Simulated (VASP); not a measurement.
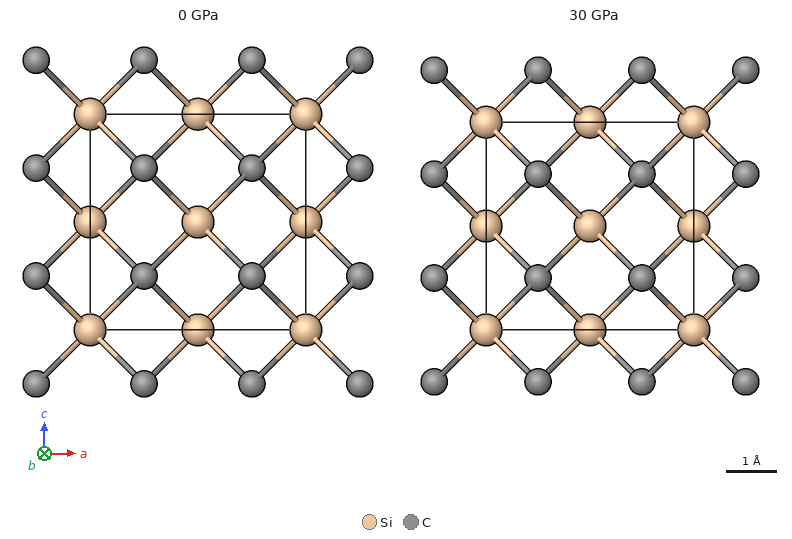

Solid SiC (set up in F-43m), relaxed (cell and atoms) at several target pressures. The picture shows the first and the last member. A ball-and-stick model of the conventional cell (4 times the calculation's cell), seen along the b axis. Lengths and directions refer to the drawn axes.

Computed with VASP 6.6.1: PBE, VASP PAW PBE potentials, recommended. (plane-wave cutoff 600 eV; k-point mesh 10 × 10 × 10; occupations fermi-dirac; smearing width 0.05 eV; no spin polarisation)

```tsv
pressure (GPa)	volume (Å³/atom)	a (Å)
0	10.493	4.379
2	10.396	4.365
5	?	?
10	10.050	4.316
20	9.682	4.263
30	9.367	4.216
```

Q: Fill in the missing row.

A: Murnaghan's form V = V₀(1 + B′P/B₀)^(−1/B′), with V₀ = 10.493 Å³ from the row at zero pressure, fits the other rows with B₀ = 215 GPa and B′ = 3.56 (largest miss 0.002 Å³). At 5 GPa it gives 10.493 × (1 + 3.56 × 5/215)^(−1/3.56) = 10.261 Å³ per atom. The calculation gives 10.258 Å³/atom (a = 4.346 Å). The estimate is 0.003 Å³/atom too high. From the first member to the last: C–Si 1.896 → 1.826 Å.

The whole series:

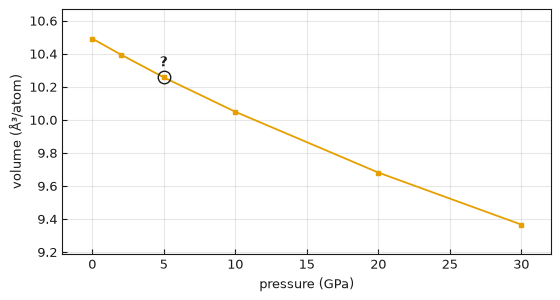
